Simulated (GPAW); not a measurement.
SiC (P6_3mc): refractive index against wavelength

The refractive index of SiC (P6_3mc) along x below the direct gap (4.07 eV on the mesh) is read from one computed spectrum, n = √(Re ε). x, y and z are the Cartesian axes of the input cell.

Cell: a, b, c = 3.076, 3.076, 5.048 Å (primitive vectors), 4 atoms.

Method: GPAW 26.7.0, PBE, RPA, k-mesh 12×12×6, local fields up to 60 eV, Lorentzian half width 0.1 eV.

Launch of the response step: `OMP_NUM_THREADS=1 python df.py`. The run took 75 s, its band step included, on 1 thread of Arm Neoverse V1 (shared host).

| wavelength (nm) | photon energy E (eV) | n |
| --- | --- | --- |
| 1310 | 0.946 | 2.5895 |
| 1064 | 1.165 | 2.5990 |
| 850 | 1.459 | 2.6152 |
| 700 | 1.771 | 2.6371 |
| 633 | 1.959 | 2.6529 |
| 532 | 2.331 | 2.6905 |
| 450 | 2.755 | ? |

In the single-oscillator model n² − 1 = E₀E_d/(E₀² − E²), so 1/(n² − 1) = E₀/E_d − E²/(E₀E_d) is linear in E².

Working, on the rows shown:

| x = E² (eV²) | y = 1/(n² − 1) |
| --- | --- |
| 0.895757 | 0.175269 |
| 1.35784 | 0.173768 |
| 2.12762 | 0.171254 |
| 3.13716 | 0.167946 |
| 3.83641 | 0.165621 |
| 5.43137 | 0.160287 |

Means: x̄ = 2.7977, ȳ = 0.16902. Σ(x − x̄)(y − ȳ) = -0.04711, Σ(x − x̄)² = 14.27. Slope = -0.04711 / 14.27 = -0.003302; intercept = ȳ − slope · x̄ = 0.17826. Turned back into n, the line misses the rows shown by at most 0.0003.

Problem. What does the fit predict for the withheld row, and how well does it do?

Solution. At x = 7.5912 the line gives y = 0.1532, that is 2.7436. The run gave 2.7458, so the extrapolation is off by 0.0022, 1.4 % of the range in the table.

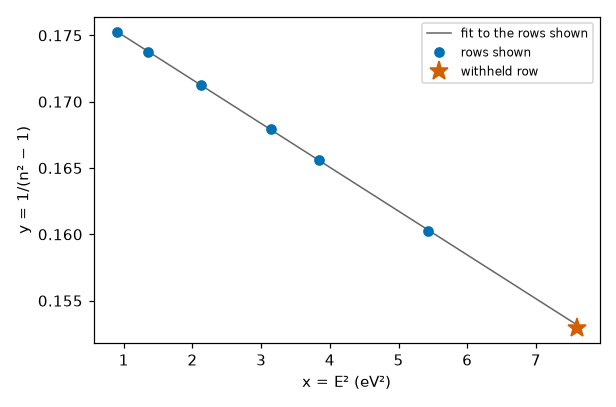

Refitted with all rows, the slope is -0.003335 and the intercept 0.17834. These give E₀ = √(intercept/−slope) = 7.31 eV and E_d = E₀/intercept = 41.0 eV; E₀ is 1.8 times the direct gap. The electronic limit at long wavelengths, without lattice vibrations, is n = √(1 + 1/intercept) = 2.570. Excitons are left out; PBE gaps are as a rule too small. The values come from a sum over the points of one k-mesh and carry its error, which grows as the direct gap shrinks.
